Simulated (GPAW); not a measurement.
NaF (Fm-3m): how ε∞ follows the gap

The empty bands of NaF (Fm-3m) are shifted up rigidly by Δ, and ε∞ is computed for each shift.

The structure is cubic, space group Fm-3m (No. 225). The conventional cell has a = 4.640 Å, b = 4.640 Å, c = 4.640 Å, α = 90.00°, β = 90.00°, γ = 90.00°. Na on site a has 6 F at 2.32 Å as nearest neighbours. Around F on site b lie 6 Na at 2.32 Å.

Method: GPAW 26.7.0, PBE, RPA, k-mesh 13×13×13, local fields up to 50 eV, Lorentzian half width 0.15 eV.

Launch of the response step: `OMP_NUM_THREADS=1 python df.py`. The series took 90 s in all, its band step included, on 1 thread of Arm Neoverse V1 (shared host).

| Δ (eV) | ε∞ |
| --- | --- |
| 0.00 | ? |
| 0.40 | 1.748 |
| 0.80 | 1.728 |
| 1.20 | 1.710 |
| 1.60 | 1.692 |
| 2.00 | 1.676 |

With one effective transition at E₀ and fixed dipole strength, ε∞ − 1 = A/(E₀ + Δ), so 1/(ε∞ − 1) is linear in Δ.

Working, on the rows shown:

| x = Δ (eV) | y = 1/(ε∞ − 1) |
| --- | --- |
| 0.4 | 1.3369 |
| 0.8 | 1.37363 |
| 1.2 | 1.40845 |
| 1.6 | 1.44509 |
| 2 | 1.47929 |

Means: x̄ = 1.2, ȳ = 1.4087. Σ(x − x̄)(y − ȳ) = 0.1425, Σ(x − x̄)² = 1.6. Slope = 0.1425 / 1.6 = 0.08906; intercept = ȳ − slope · x̄ = 1.3018. Turned back into ε∞, the line misses the rows shown by at most 0.00038.

Problem. Predict the last column of the withheld row from the fit.

Solution. At x = 0 the line gives y = 1.3018, that is 1.768. The run gave 1.769, so the extrapolation is off by 0.00083, 0.9 % of the range in the table.

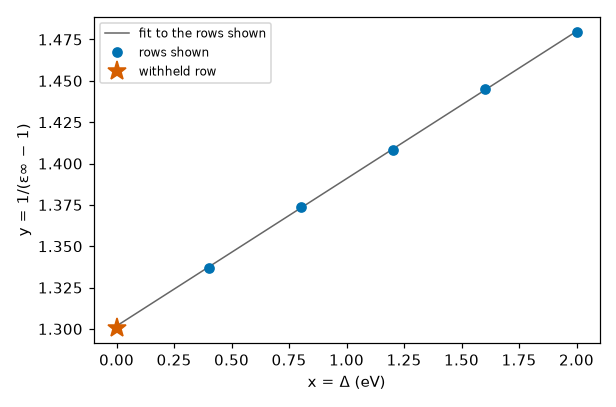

Refitted with all rows, the slope is 0.08956 and the intercept 1.3011. These give E₀ = intercept/slope = 14.5 eV, far above the least direct gap of 6.30 eV: most of the screening comes from transitions well over the edge. Over the first step ε∞ falls by 3 % per eV. Excitons are left out; PBE gaps are as a rule too small. The values come from a sum over the points of one k-mesh and carry its error, which grows as the direct gap shrinks. This version of GPAW has incomplete matrix elements in the optical limit, which can lower ε − 1 by up to a tenth where first-row anions or d states rule. The local-field cutoff holds few shells of reciprocal vectors for this small cell, so ε∞ can read a few per cent high.
